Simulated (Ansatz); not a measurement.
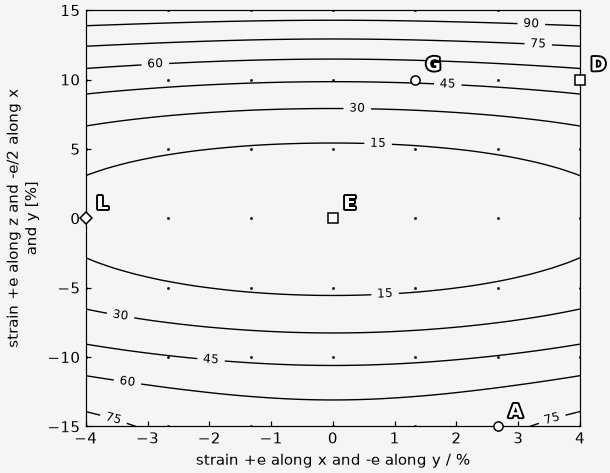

Hf (Fm-3m, No. 225; 1 atom in the cell). The energy is mapped over two homogeneous strains (x, y and z along the cube axes). First axis: strain +e along x and -e along y. Second axis: strain +e along z and -e/2 along x and y. Nothing is relaxed (symmetry fixes all fractional coordinates). The grid has 7 × 7 points; 28 points were computed and 21 follow by symmetry. Points are written as (first, second). Energies: meV/atom, counted from the lowest grid point. Method: DFT LDA, scalar-relativistic, plane waves, PAW in Ansatz. Settings: cutoff 420 eV, k-mesh 18×18×18, gaussian smearing 0.15 eV, no spin polarisation.

Drawn: contour lines labelled in meV/atom, dots at the grid points, lettered points. Between grid points the surface is interpolated.

Question: Is G the lowest point of the computed grid?

Answer: No. G lies 47 meV/atom above the lowest grid point, which is at (0.00 %, 0 %).

Question: Rank the lettered points by energy, lowest first.

Answer: E (0 meV/atom), L (11 meV/atom), G (47 meV/atom), D (53 meV/atom), A (73 meV/atom).
